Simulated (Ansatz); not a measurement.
# Does disorder add resistance in series? Nb(100) layers with 50 % Ti

Two lengths of the disordered region are known. What area resistance does the third give?

How it was computed: Ansatz 0.2.0, plane waves with PAW datasets at their recommended cutoffs (420 eV for most), Fermi-Dirac smearing; ballistic transmission by layer matching. The area resistance is RA = A (h/2e²)(1/T − 1/N), with T the zone-mean transmission per spin and N the lead's channels, both averaged over a few energies near the Fermi level; for magnets each spin is taken apart, with h/e², and the two conduct in parallel. Lateral cell 2x2, PBE, a fresh random draw for each length.

Results; the value marked ? is to be predicted:

```tsv
length (Å)	channels N	RA (fΩ m²)
6.61	10.73	0.310
13.2	10.73	0.500
19.8	10.65	?
```

**Fit on the rows shown.**

Ohm's law makes RA linear in the length: the slope is (0.500 − 0.310)/(13.2 − 6.61) = 0.0287 fΩ m² per Å, or 29 µΩ cm. Then 0.500 + 0.0287 × 6.61. Predicted: 0.690 fΩ m².

What the run gave:

0.775 fΩ m², so the prediction is 11 % too low. The three lengths together give 35 µΩ cm. The two increments are 0.19 and 0.28 fΩ m²; with one draw for each length, their difference can't be told from scatter.

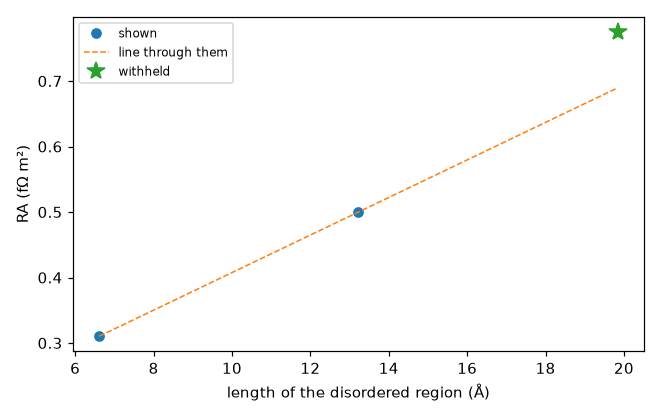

Area resistance against length.

Caveats: The scatterers repeat sideways with the small cell. The slope is a raw one; a model of isotropic scattering puts it 1.02 times the bulk value over these lengths. Atoms sit unrelaxed on the host's lattice, and the pair may not mix at random in practice.

[Logs are printed without paths, hosts, clocks, repeated set-up lines and the standing remarks that a program may print on its own settings, such as how far it seeks lower states.]
